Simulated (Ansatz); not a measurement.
# Run report: GaAs, single-point calculation (part 2 of 2)

GaAs (slab, 16 atoms in the cell); DFT PBE+D3(BJ), scalar-relativistic, plane waves, PAW, no spin polarisation (Ansatz 0.2.0); cutoff 420 eV, 2×2×1 k-mesh, Gaussian smearing of 0.05 eV. The structure derives from an entry of the Crystallography Open Database. It belongs to a series of runs on one base structure; here: the slab at its places in the relaxed adsorbed structure.

Geometry of the input (Å; fractional positions):
```
8.0267  0.0000  0.0000
-4.0134  6.9513  0.0000
0.0000  0.0000  24.9450
As 0.5000  0.0000  0.3207
As 0.5000  0.5000  0.3207
As 0.0000  0.0000  0.3207
As 0.0000  0.5000  0.3207
Ga 0.1667  0.8333  0.3535
Ga 0.1667  0.3333  0.3535
Ga 0.6667  0.8333  0.3535
Ga 0.6667  0.3333  0.3535
As 0.6602  0.8398  0.4610
As 0.6644  0.3356  0.4609
As 0.1644  0.8356  0.4609
As 0.1602  0.3398  0.4610
Ga 0.3295  0.6705  0.4870
Ga 0.3281  0.1719  0.4797
Ga 0.8281  0.6719  0.4797
Ga 0.8295  0.1705  0.4870
```

Output, continued:
```
  k-point 0: bands = ["-37.0251", "-37.0246", "-37.0221", "-37.0219", "-37.0190", "-37.0180", "-37.0116", "-37.0114", "-37.0054", "-37.0051", "-36.9924", "-36.9913", "-36.9887", "-36.9882", "-36.9803", "-36.9801", "-36.9743", "-36.9740", "-36.9692", "-36.9689", "-35.7130", "-35.7127", "-35.7123", "-35.7120", "-35.6934", "-35.6933", "-35.6930", "-35.6927", "-35.6901", "-35.6898", "-35.6663", "-35.6661", "-35.6659", "-35.6651", "-35.6435", "-35.6434", "-35.6425", "-35.6422", "-35.6386", "-35.6382", "-16.8546", "-16.8421", "-16.8362", "-16.8332", "-16.7707", "-16.7615", "-16.7551", "-16.7470", "-16.7442", "-16.7395", "-16.7389", "-16.7377", "-16.7067", "-16.7020", "-16.6968", "-16.6907", "-16.6841", "-16.6561", "-16.6547", "-16.6534", "-15.6233", "-15.6074", "-15.6057", "-15.6036", "-15.5703", "-15.5665", "-15.5602", "-15.5413", "-15.5355", "-15.5321", "-15.5273", "-15.5237", "-15.4864", "-15.4841", "-15.4778", "-15.4696", "-15.4645", "-15.4413", "-15.4367", "-15.4346", "-13.8544", "-12.4303", "-12.4146", "-12.4087", "-12.1716", "-10.8072", "-10.7912", "-10.7699", "-8.4659", "-8.4508", "-8.4495", "-7.1177", "-7.1119", "-7.0971", "-6.1614", "-4.1889", "-4.1322", "-4.1139", "-3.8351", "-3.7880", "-3.7772", "-3.2028", "-2.7061", "-2.6892", "-2.4005", "-2.3948", "-2.3895", "-2.2234", "-2.1849", "-2.0826", "-1.0365", "-1.0252", "-1.0212", "-0.5363", "-0.4414", "-0.2768", "-0.0651", "0.0836", "0.1549", "0.1967", "1.0262", "1.0745", "1.1482", "1.1540", "2.0660", "2.1218", "2.1238", "2.3935", "2.5221", "2.5742", "3.2126", "3.7527", "3.7740", "3.8535", "4.1561"]
  k-point 1: bands = ["-37.0248", "-37.0248", "-37.0220", "-37.0220", "-37.0185", "-37.0185", "-37.0115", "-37.0115", "-37.0053", "-37.0053", "-36.9919", "-36.9919", "-36.9884", "-36.9884", "-36.9802", "-36.9802", "-36.9741", "-36.9741", "-36.9690", "-36.9690", "-35.7125", "-35.7125", "-35.7124", "-35.7124", "-35.6933", "-35.6933", "-35.6929", "-35.6929", "-35.6900", "-35.6900", "-35.6661", "-35.6661", "-35.6656", "-35.6656", "-35.6434", "-35.6434", "-35.6424", "-35.6424", "-35.6384", "-35.6384", "-16.8435", "-16.8435", "-16.8264", "-16.8264", "-16.7671", "-16.7671", "-16.7562", "-16.7562", "-16.7416", "-16.7416", "-16.7407", "-16.7407", "-16.7025", "-16.7025", "-16.6930", "-16.6930", "-16.6718", "-16.6718", "-16.6598", "-16.6598", "-15.6118", "-15.6118", "-15.5990", "-15.5990", "-15.5669", "-15.5669", "-15.5542", "-15.5542", "-15.5364", "-15.5364", "-15.5281", "-15.5281", "-15.4805", "-15.4805", "-15.4739", "-15.4739", "-15.4527", "-15.4527", "-15.4428", "-15.4428", "-13.2932", "-13.2932", "-12.4547", "-12.4547", "-11.6149", "-11.6149", "-10.8094", "-10.8094", "-8.1271", "-8.1271", "-6.7812", "-6.7812", "-6.6592", "-6.6592", "-5.6017", "-5.6017", "-5.2384", "-5.2384", "-4.0046", "-4.0046", "-3.7362", "-3.7362", "-3.6504", "-3.6504", "-3.5198", "-3.5198", "-2.1320", "-2.1320", "-1.8221", "-1.8221", "-1.5400", "-1.5400", "-0.6074", "-0.6074", "-0.0526", "-0.0526", "0.5482", "0.5482", "1.8591", "1.8591", "1.9023", "1.9023", "2.6821", "2.6821", "2.8490", "2.8490", "3.2106", "3.2106", "3.3171", "3.3171", "3.7187", "3.7187", "3.8322", "3.8322", "4.0048"]
  k-point 2: bands = ["-37.0251", "-37.0246", "-37.0221", "-37.0218", "-37.0190", "-37.0180", "-37.0116", "-37.0114", "-37.0054", "-37.0051", "-36.9924", "-36.9914", "-36.9887", "-36.9882", "-36.9803", "-36.9801", "-36.9743", "-36.9740", "-36.9692", "-36.9689", "-35.7130", "-35.7127", "-35.7123", "-35.7120", "-35.6934", "-35.6933", "-35.6930", "-35.6927", "-35.6901", "-35.6898", "-35.6663", "-35.6661", "-35.6659", "-35.6651", "-35.6435", "-35.6434", "-35.6425", "-35.6422", "-35.6386", "-35.6382", "-16.8522", "-16.8342", "-16.8269", "-16.8261", "-16.7730", "-16.7603", "-16.7584", "-16.7572", "-16.7423", "-16.7415", "-16.7407", "-16.7385", "-16.7044", "-16.6994", "-16.6947", "-16.6872", "-16.6823", "-16.6662", "-16.6617", "-16.6580", "-15.6160", "-15.6032", "-15.6023", "-15.6003", "-15.5710", "-15.5607", "-15.5581", "-15.5476", "-15.5408", "-15.5390", "-15.5309", "-15.5229", "-15.4823", "-15.4819", "-15.4715", "-15.4676", "-15.4623", "-15.4489", "-15.4454", "-15.4398", "-13.3197", "-13.2641", "-12.4668", "-12.4480", "-11.6317", "-11.5977", "-10.8272", "-10.7908", "-8.1236", "-8.1005", "-6.8073", "-6.7632", "-6.7616", "-6.5936", "-5.6643", "-5.5245", "-5.2769", "-5.2065", "-4.0232", "-3.9743", "-3.7844", "-3.6874", "-3.6588", "-3.6375", "-3.5442", "-3.5268", "-2.1919", "-2.0618", "-1.8398", "-1.8040", "-1.5585", "-1.4871", "-0.7136", "-0.3534", "-0.2483", "0.0063", "0.5367", "0.5985", "1.7233", "1.7887", "1.8990", "1.9293", "2.6458", "2.7180", "2.8387", "2.8772", "3.2176", "3.2905", "3.3410", "3.4518", "3.6595", "3.7287", "3.7405", "3.9042", "3.9167"]
```

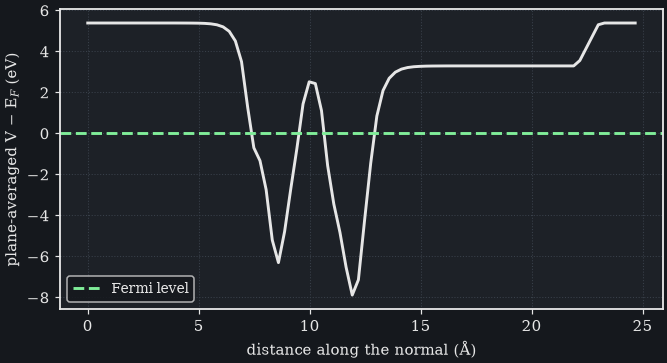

*Plane average of the electrostatic potential energy of an electron across the cell, from the Fermi level.*

The vacuum level lies 3.29 eV above the Fermi level on the upper side and 5.38 eV on the lower.

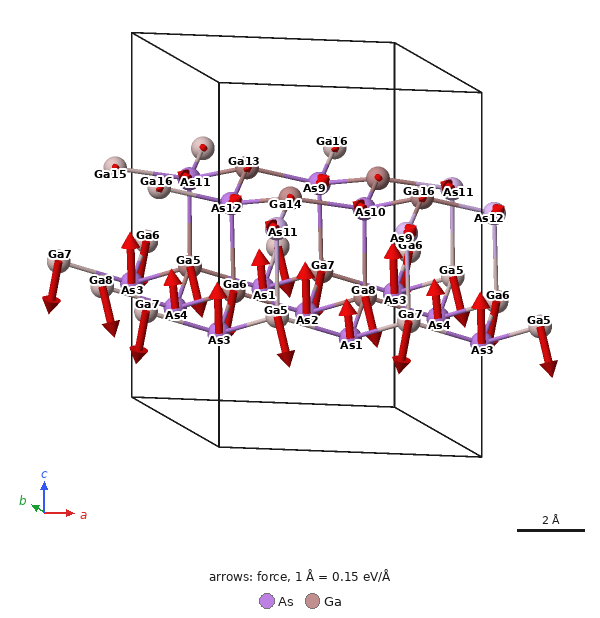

*Forces on the atoms as red arrows (ball-and-stick view of the cell of the calculation, with the vacuum cut short, seen slightly off an axis; neighbours outside the cell are drawn fainter; atoms are numbered from 1 in the order of the input).*

The largest act on Ga6, Ga7 (0.26 eV/Å); Ga5, Ga8 (0.24 eV/Å); As2, As3 (0.24 eV/Å); As1, As4 (0.18 eV/Å). The geometry is not a stationary point of this energy.

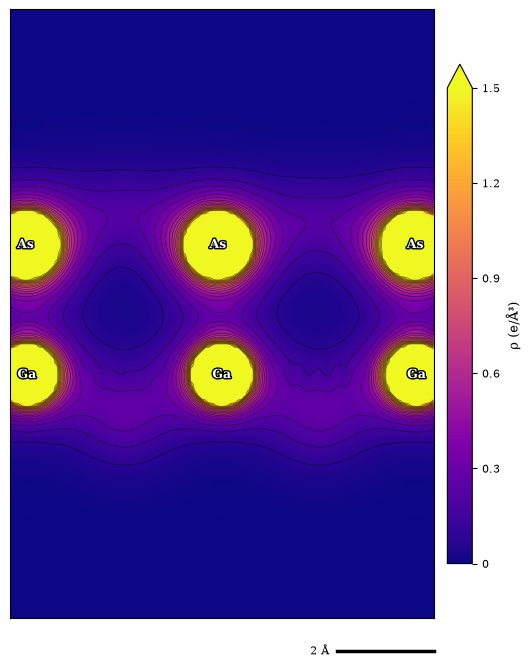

*Valence charge density (pseudo) on the (010) plane of the calculation cell, a cut from vacuum to vacuum.*

The section cuts through Ga and As sites. Ga–As (2.68 Å): ρ is about 0.33 e/Å³ halfway, with its minimum of 0.26 e/Å³ about 1.2 Å from Ga. The density dies away to nearly zero in the vacuum. In a PAW calculation such maps are meaningful between the atoms, not at the nuclei.

Key numbers:

| quantity | value |
| --- | --- |
| outcome | converged |
| electrons treated | 224 |
| free energy | −69115.7951 eV |
| work function, top face | 3.29 eV |
| work function, bottom face | 5.38 eV |
| Fermi energy | −1.012 eV |
| gap on the k-point mesh | none (metallic) |
| work function (upper face) | 3.29 eV |
| largest force (length of the vector) | 0.258 eV/Å |
| hardware | 4 threads of Intel Xeon (Sapphire Rapids), 32 GiB of memory available, shared host |
| wall time | 7.5 s (CPU time 29 s) |
| peak memory | 3 GiB |
